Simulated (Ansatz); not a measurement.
# One crystal, many levels of theory: SnWO4 (Pnna), part 2 of 2

What gap does each level of theory give for SnWO4 (Pnna), and in what time?

Ansatz 0.2.0; density functionals, hybrids and G0W0, plane waves, PAW. Known limits of the many-body steps: finite bands, screening cutoff and k mesh; no spin-orbit coupling in G0W0; screening cutoff under 40 eV in some runs.

So far. Step 5 (HSE06 on the 4×2×4 mesh): Over mesh and listed points the gap is 2.078 eV, from k = (0.000, 0.000, 0.250) to k = Γ. The least direct gap found is 2.134 eV, at k = (0.000, 0.400, 0.000). HSE06 against LDA: 2.078 − 1.351 = +0.727 eV. The runs also differ in mesh (4×2×6 and 4×2×4), so how much of this comes from the functional alone is not known. Step 6 (PBE0 on the 4×2×4 mesh): Over mesh and listed points the gap is 2.792 eV, from k = (0.000, 0.000, 0.250) to k = Γ.

In doubt: masses and optical values from hybrid runs of this build are listed as unsure (step 8), which bears on the screening that GW takes from such a start.

## 7. G0W0@r2SCAN, 2×2×4 mesh, 977 empty bands, screening to 120 eV

G0W0 replaces the xc potential by a self-energy built once from the orbitals of the start. Levels are corrected in the window of bands that the input names, at points of the mesh.

This step: G0W0 on r2SCAN, plane waves, PAW.

Contents of input.yaml:

```yaml
crystal:
  lattice:
    - [5.627, 0.0, 0.0]
    - [0.0, 11.6486, 0.0]
    - [0.0, 0.0, 4.9973]
  atoms:
    - { symbol: Sn, position: [0.25, 0.0, 0.2196] }
    - { symbol: Sn, position: [0.25, 0.5, 0.2804] }
    - { symbol: Sn, position: [0.75, 0.0, 0.7804] }
    - { symbol: Sn, position: [0.75, 0.5, 0.7196] }
    - { symbol: W, position: [0.6677, 0.25, 0.25] }
    - { symbol: W, position: [0.8323, 0.75, 0.25] }
    - { symbol: W, position: [0.3323, 0.75, 0.75] }
    - { symbol: W, position: [0.1677, 0.25, 0.75] }
    - { symbol: O, position: [0.3765, 0.2987, 0.9988] }
    - { symbol: O, position: [0.1235, 0.7013, 0.9988] }
    - { symbol: O, position: [0.3765, 0.2013, 0.5012] }
    - { symbol: O, position: [0.1235, 0.7987, 0.5012] }
    - { symbol: O, position: [0.6235, 0.7013, 0.0012] }
    - { symbol: O, position: [0.8765, 0.2987, 0.0012] }
    - { symbol: O, position: [0.6235, 0.7987, 0.4988] }
    - { symbol: O, position: [0.8765, 0.2013, 0.4988] }
    - { symbol: O, position: [0.1019, 0.3961, 0.6037] }
    - { symbol: O, position: [0.3981, 0.6039, 0.6037] }
    - { symbol: O, position: [0.1019, 0.1039, 0.8963] }
    - { symbol: O, position: [0.3981, 0.8961, 0.8963] }
    - { symbol: O, position: [0.8981, 0.6039, 0.3963] }
    - { symbol: O, position: [0.6019, 0.3961, 0.3963] }
    - { symbol: O, position: [0.8981, 0.8961, 0.1037] }
    - { symbol: O, position: [0.6019, 0.1039, 0.1037] }
kpoints:
  mp_grid: { grid: [2, 2, 4] }
hamiltonian:
  xc: r2scan
scf:
  occupations: { method: fixed }
gw:
  n_empty_bands: 977
  ecut_chi: 120.0
  qp_bands: [v4, c4]
  qp_kpoints: band_edges
  screening: { model: contour_deformation }
```

Run with:

```bash
> ansatz run input.yaml --threads 24 --pin off --max-ram 82944MiB --backend cuda --events-out ev --progress --plain --runs-dir out --devices 1 --max-vram 78GiB
```

Numbers of over 12 decimals in the logs are rounded to 6 here.

Log:

```text
GPUs: using 1 of 1 available (devices: 1).
[...]
Crystal: 24 atoms, lattice volume = 327.556 Å³
Basis set: ecut = 500 eV, 8317 PW (Γ), exchange–correlation on 180×360×160 points (64 copies of the dense FFT grid, shifted against one another)
Bands: 128, of which v1, the nominal top of the filled ones, is band 104 counted from 1 (103 counted from 0)
Symmetry: 8 space group operations
[...]
k-points: 12 of 16
[...]
4   106     10.6153   -15.6681    -4.3067   -20.7739  0.7651    11.4276    11.4143  root
     4   107     11.3047   -15.8024    -4.1792   -20.7617  0.7586    12.0987    12.0848  root
[...]
11   105     10.9976   -15.8297    -4.1817   -20.7897  0.7642    11.7882    11.7759  root
    11   106     10.9976   -15.8297    -4.1817   -20.7897  0.7642    11.7882    11.7759  root
    11   107     11.2893   -16.3215    -4.1197   -21.2782  0.7548    12.1431    12.1263  root
    11   108     11.2893   -16.3215    -4.1197   -21.2782  0.7548    12.1431    12.1263  root
[key lines of the parts left out:]
SCF converged after 9 iterations
```

Elapsed: 62 s, on 1 × NVIDIA GB200 (shared by 2 runs) with 24 threads of Arm Neoverse V2, shared host; peak memory 6.8 GiB; 3.1 min of CPU time.

This step gave:

| Property | Result |
| --- | --- |
| bands summed | 1081 |
| RPA ε∞ on this mesh (eigenvalues) | 5.571, 5.779, 6.803 |
| plane waves in the screening matrix | 995 |
| G0W0 gap over the corrected points | 2.586 eV |
| k of the valence top | 0, 0, 0.25 |
| k of the conduction bottom | 0, 0, 0 |
| starting gap on the mesh | 1.507 eV |
| Z at the valence top | 0.7689 |
| Z at the conduction bottom | 0.7655 |
| least direct G0W0 gap over the corrected points | 2.645 eV |

Over 11 of 12 irreducible mesh points the G0W0 gap is 2.586 eV, from k = (0.000, 0.000, 0.250) to k = Γ. The r2SCAN gap of this run on the mesh is 1.507 eV. The two states that bound the G0W0 gap lie that far apart at the start, so the correction of the gap is 2.586 − 1.507 = +1.079 eV.

## 8. G0W0@HSE06, 2×2×4 mesh, 454 empty bands, screening to 72 eV

This step: G0W0 on HSE06, plane waves, PAW.

input.yaml, as its differences from that of step 7:

```diff
@@ -33,3 +33,3 @@
 hamiltonian:
-  xc: r2scan
+  xc: hse06
 scf:
@@ -37,4 +37,4 @@
 gw:
-  n_empty_bands: 977
-  ecut_chi: 120.0
+  n_empty_bands: 454
+  ecut_chi: 72
   qp_bands: [v4, c4]
```

Log:

```text
GPUs: using 1 of 1 available (devices: 1).
[...]
Crystal: 24 atoms, lattice volume = 327.556 Å³
Basis set: ecut = 420 eV, 6429 PW (Γ)
Bands: 128, of which v1, the nominal top of the filled ones, is band 104 counted from 1 (103 counted from 0)
Symmetry: 8 space group operations
[...]
k-points: 12 of 16
[...]
3   106     10.7475   -15.1302    -3.8625   -19.7861  0.7940    11.5500    11.5409  root *
     3   107     11.5030   -15.6000    -3.6631   -20.0672  0.7903    12.3167    12.3072  root *
     3   108     11.5030   -15.6000    -3.6631   -20.0672  0.7903    12.3167    12.3072  root *
[...]
11   105     11.2976   -15.3019    -3.8049   -19.8853  0.7941    12.0847    12.0760  root
    11   106     11.2976   -15.3019    -3.8049   -19.8853  0.7941    12.0847    12.0760  root
    11   107     11.6156   -15.8256    -3.7344   -20.3933  0.7864    12.4600    12.4488  root
    11   108     11.6156   -15.8256    -3.7344   -20.3933  0.7864    12.4600    12.4488  root
```

Run time: 63 s. Hardware: 1 × NVIDIA GB200 (shared by 2 runs) with 24 threads; peak memory 4.1 GiB.

This step gave:

```
bands summed                                    : 558
RPA ε∞ on this mesh (eigenvalues)               : 4.802, 4.994, 5.743
plane waves in the screening matrix             : 461
G0W0 gap over the corrected points              : 2.774 eV
k of the valence top                            : 0, 0, 0.25
k of the conduction bottom                      : 0, 0, 0
starting gap on the mesh                        : 2.084 eV
Z at the valence top                            : 0.7966
Z at the conduction bottom                      : 0.7946
least direct G0W0 gap over the corrected points : 2.840 eV
```

Over 9 of 12 irreducible mesh points the G0W0 gap is 2.774 eV, from k = (0.000, 0.000, 0.250) to k = Γ. The HSE06 gap of this run on the mesh is 2.084 eV. The two states that bound the G0W0 gap lie that far apart at the start, so the correction of the gap is 2.774 − 2.084 = +0.690 eV. G0W0@HSE06 against G0W0@r2SCAN with 558 bands (a further run, in the table below): 2.774 − 2.588 = +0.186 eV. The runs also differ in plane-wave cutoff (500 eV and 420 eV), so how much of this comes from the start alone is not known. The program's warnings for this run: eigensolver not converged.

## 9. G0W0@LDA, 2×2×4 mesh, 454 empty bands, screening to 72 eV

This step: G0W0 on LDA, plane waves, PAW.

input.yaml, as its differences from that of step 8:

```diff
@@ -33,3 +33,3 @@
 hamiltonian:
-  xc: hse06
+  xc: lda
 scf:
```

Log:

```text
GPUs: using 1 of 1 available (devices: 1).
[...]
Crystal: 24 atoms, lattice volume = 327.556 Å³
Basis set: ecut = 420 eV, 6429 PW (Γ)
Bands: 128, of which v1, the nominal top of the filled ones, is band 104 counted from 1 (103 counted from 0)
Symmetry: 8 space group operations
[...]
k-points: 12 of 16
[...]
4   106     10.2209   -15.5728    -4.0903   -20.9212  0.7613    11.5228    11.4790  root
     4   107     10.9231   -15.5920    -3.9585   -20.7680  0.7561    12.1841    12.1406  root
[...]
11   105     10.6035   -15.6743    -3.9527   -20.8635  0.7614    11.8800    11.8401  root
    11   106     10.6035   -15.6743    -3.9527   -20.8635  0.7614    11.8800    11.8401  root
    11   107     10.9240   -16.2565    -3.8858   -21.3956  0.7505    12.2252    12.1772  root
    11   108     10.9240   -16.2565    -3.8858   -21.3956  0.7505    12.2252    12.1772  root
[key lines of the parts left out:]
SCF converged after 8 iterations
```

The job ended after 14 s (1 × NVIDIA GB200 (shared by 2 runs) with 24 threads; peak memory 2.6 GiB).

Numbers from this step:

| Quantity | Value |
| --- | --- |
| bands summed | 558 |
| RPA ε∞ on this mesh (eigenvalues) | 6.447, 6.623, 7.909 |
| plane waves in the screening matrix | 461 |
| G0W0 gap over the corrected points | 2.479 eV |
| k of the valence top | 0, 0, 0.25 |
| k of the conduction bottom | 0, 0, 0 |
| starting gap on the mesh | 1.353 eV |
| Z at the valence top | 0.7601 |
| Z at the conduction bottom | 0.7614 |
| least direct G0W0 gap over the corrected points | 2.539 eV |

Over 11 of 12 irreducible mesh points the G0W0 gap is 2.479 eV, from k = (0.000, 0.000, 0.250) to k = Γ. The LDA gap of this run on the mesh is 1.353 eV. The two states that bound the G0W0 gap lie that far apart at the start, so the correction of the gap is 2.479 − 1.353 = +1.126 eV. G0W0@LDA against G0W0@HSE06 with 558 bands: 2.479 − 2.774 = −0.295 eV, with the same mesh, files and cutoffs, and both edges at the same k points.

## 10. The ladder

Each gap is the least one over the points named; times are wall times on shared hosts, not benchmarks. A G0W0 time includes the run's own self-consistent start. Runs with listed points see these and the mesh alone, so an edge that moves elsewhere is missed. Rows marked * are further runs, not shown as steps, whose inputs differ from the G0W0 step on the same start in the columns given; solver thresholds can differ too.

| level | mesh | files, cutoff | bands summed, screening | points | gap (eV) | valence top | conduction bottom | least direct gap (eV) | time |
| --- | --- | --- | --- | --- | --- | --- | --- | --- | --- |
| LDA | 4×2×6 | soft_2 PAW, 420 eV | - | mesh and listed points | 1.351 | (0.000, 0.000, 0.250) | Γ | 1.417 | 1.9 s |
| r2SCAN | 4×2×6 | soft_2 PAW, 500 eV | - | mesh and path | 1.505 | (0.000, 0.000, 0.250) | Γ | 1.561 | 6.3 s |
| r2SCAN+SOC | 4×2×6 | soft_2 PAW, 500 eV | - | mesh and listed points | 1.470 | (0.000, 0.000, 0.250) | (0.000, -0.500, 0.167) | 1.493 | 8.3 s |
| HSE06 | 4×2×4 | soft_2 PAW, 420 eV | - | mesh and listed points | 2.078 | (0.000, 0.000, 0.250) | Γ | 2.134 | 40 s |
| PBE0 | 4×2×4 | soft_2 PAW, 420 eV | - | mesh and listed points | 2.792 | (0.000, 0.000, 0.250) | Γ | 2.847 | 35 s |
| G0W0@r2SCAN* | 2×2×4 | soft_2 PAW, 500 eV | 264, 36 eV | 11 of 12 irreducible mesh points | 2.564 | (0.000, 0.000, 0.250) | Γ | 2.618 | 17 s |
| G0W0@r2SCAN* | 2×2×4 | soft_2 PAW, 500 eV | 558, 72 eV | 11 of 12 irreducible mesh points | 2.588 | (0.000, 0.000, 0.250) | Γ | 2.650 | 22 s |
| G0W0@r2SCAN | 2×2×4 | soft_2 PAW, 500 eV | 1081, 120 eV | 11 of 12 irreducible mesh points | 2.586 | (0.000, 0.000, 0.250) | Γ | 2.645 | 62 s |
| G0W0@r2SCAN* | 2×2×2 | soft_2 PAW, 500 eV | 558, 72 eV | all 8 irreducible mesh points | 2.634 | (0.000, -0.500, 0.000) | Γ | 2.657 | 8.6 s |
| G0W0@HSE06 | 2×2×4 | soft_2 PAW, 420 eV | 558, 72 eV | 9 of 12 irreducible mesh points | 2.774 | (0.000, 0.000, 0.250) | Γ | 2.840 | 63 s |
| G0W0@LDA | 2×2×4 | soft_2 PAW, 420 eV | 558, 72 eV | 11 of 12 irreducible mesh points | 2.479 | (0.000, 0.000, 0.250) | Γ | 2.539 | 14 s |

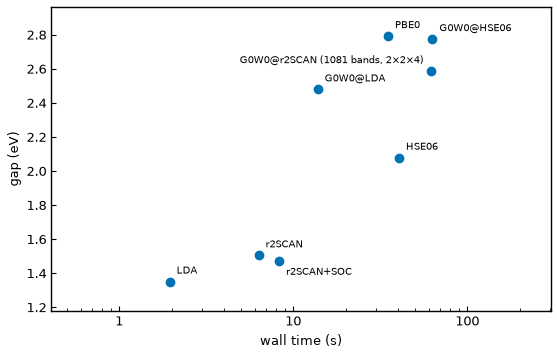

Gap against wall time for the runs shown as steps.

## 11. Results

| Quantity | Value |
| --- | --- |
| LDA, over mesh and listed points | 1.351 eV |
| r2SCAN, over mesh and path | 1.505 eV |
| r2SCAN+SOC, over mesh and listed points | 1.470 eV |
| HSE06, over mesh and listed points | 2.078 eV |
| PBE0, over mesh and listed points | 2.792 eV |
| G0W0@r2SCAN (1081 bands, 2×2×4), over 11 of 12 irreducible mesh points | 2.586 eV |
| G0W0@HSE06, over 9 of 12 irreducible mesh points | 2.774 eV |
| G0W0@LDA, over 11 of 12 irreducible mesh points | 2.479 eV |
| known limits | finite bands, screening cutoff and k mesh; no spin-orbit coupling in G0W0; screening cutoff under 40 eV in some runs |

What this shows: The rows run from 1.351 eV (LDA) to 2.792 eV (PBE0). They differ in mesh, plane-wave cutoff, bands and screening cutoff of G0W0 and the points over which the gap was sought as well as in level, so only pairs that share these are like for like. PBE0 against HSE06: 2.792 − 2.078 = +0.714 eV, with the same mesh, files and cutoff, and both edges at the same k points. G0W0@LDA against G0W0@HSE06 with 558 bands: 2.479 − 2.774 = −0.295 eV, with the same mesh, files and cutoffs, and both edges at the same k points. G0W0@r2SCAN (1081 bands, 2×2×4) moves the gap of its own start on the mesh by 2.586 − 1.507 = +1.079 eV, between the same two levels. Both edges that r2SCAN shows over mesh and path lie at k points where levels were corrected. Levels at other points were not corrected, so a lower G0W0 gap elsewhere in the zone is not ruled out. G0W0@HSE06 moves the gap of its own start on the mesh by 2.774 − 2.084 = +0.690 eV, between the same two levels. Both edges that HSE06 shows over mesh and listed points lie at k points where levels were corrected. Levels at other points were not corrected, so a lower G0W0 gap elsewhere in the zone is not ruled out. G0W0@LDA moves the gap of its own start on the mesh by 2.479 − 1.353 = +1.126 eV, between the same two levels. Both edges that LDA shows over mesh and listed points lie at k points where levels were corrected. Levels at other points were not corrected, so a lower G0W0 gap elsewhere in the zone is not ruled out. What spin-orbit coupling does to the G0W0 levels was not computed, so no sum with the G0W0 gap is formed. For G0W0@r2SCAN: from 264 bands and 36 eV to 1081 bands and 120 eV the gap moves by 2.586 − 2.564 = +0.022 eV (rung by rung 2.564, 2.588, 2.586 eV); bands and screening cutoff rise together, so their parts are not told apart. The gap turns back along the series (2.564, 2.588, 2.586 eV), so no line is drawn and the limit is not known. The other G0W0 rows are shown at one basis each (558 bands), so their distance from the limit is not known here. With the 2×2×2 mesh in place of the 2×2×4 mesh and all else as in the G0W0@r2SCAN row with 558 bands, the gap differs by 2.634 − 2.588 = +0.046 eV, and that of the start by 1.548 − 1.507 = +0.041 eV; an edge lies at another k point, so this need not be the shift of one pair of states. For G0W0@HSE06: the program's warnings for this run: eigensolver not converged. The G0W0 runs are scalar-relativistic. G0W0@r2SCAN runs of this series with other atomic data on the same mesh, not shown as steps, give 2.620 eV (hard PAW, 1050 eV, 602 bands, screening to 72 eV; the table's row with the same empty bands and screening cutoff has 2.588 eV); where bands and cutoffs differ too, the part of the files is not isolated. A screening cutoff under 40 eV is crude: G0W0@r2SCAN with 264 bands at 36 eV.

[Paths, hosts, dates, memory and timing lines, banners, echoed tables and standing remarks are left out of the program output.]

[Logs are printed without paths, hosts, clocks, repeated set-up lines and the standing remarks that a program may print on its own settings, such as how far it seeks lower states.]

[Runs of the session that timed out or met a known fault of the program may be left out.]

[Cells called generated may have been cut or substituted from an entry of the Crystallography Open Database or the Materials Project.]

[Hosts, paths, dates, database ids (printed as entryN), source tags and the programs' standing remarks are cut or masked in the printed files.]

[Where an RPA ε∞ is given, it is that of the G0W0 mesh and is not shown converged in it. Names of k-points follow the symmetry that the program found, which can be lower than the space group named. Band edges on a path are those of the sampled points; other points can move an edge, and change direct to indirect where valleys lie close.]

[Hybrid gaps are those of their k-mesh and are not shown converged in it.]
